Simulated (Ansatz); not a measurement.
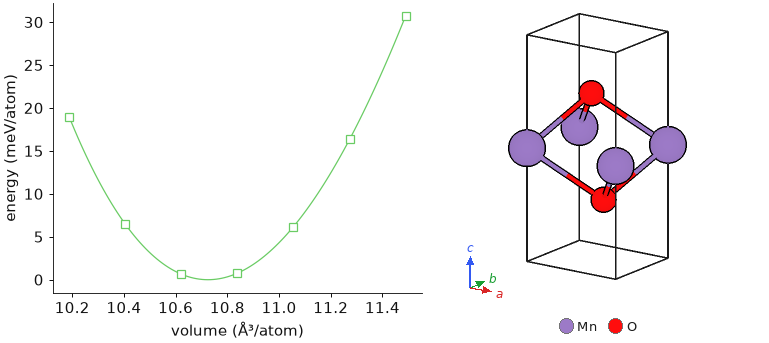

Plotted: energy against volume for MnO₂, space group P-3m1 (No. 164). The conventional cell is drawn beside the plot.

Cell as given: a = 2.857 Å, b = 2.857 Å, c = 4.601 Å, α = 90.00°, β = 90.00°, γ = 120.00°; 3 atoms.

Computed with Ansatz 0.2.0: all-electron LAPW DFT, collinear spins; energies at scaled volumes of the given cell, shape and fractions fixed, counted from the fit's minimum, third-order Birch-Murnaghan fit. Level: PBEsol, collinear spin.

- k mesh: 11×11×6
- occupations: Fermi–Dirac
- smearing width: 0.05 eV
- potentials: all electron LAPW, scalar relativistic
- program settings: basis error eV/atom 0.002

This calculation gives: equilibrium volume 10.72 Å³/atom and bulk modulus 206 GPa.

Now the level changes from PBEsol to LDA. What happens?

The equilibrium volume falls from 10.72 to 10.39 Å³/atom (−3.1 %) and the bulk modulus rises from 206 to 226 GPa (+10 %).

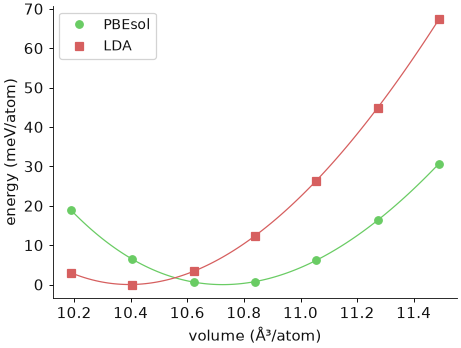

The two results together.

For both, limits of the calculation: shape and atomic fractions are frozen while scaling, which makes layered, chain and framework solids too stiff.

V0 and the bulk modulus come from third-order Birch–Murnaghan fits.
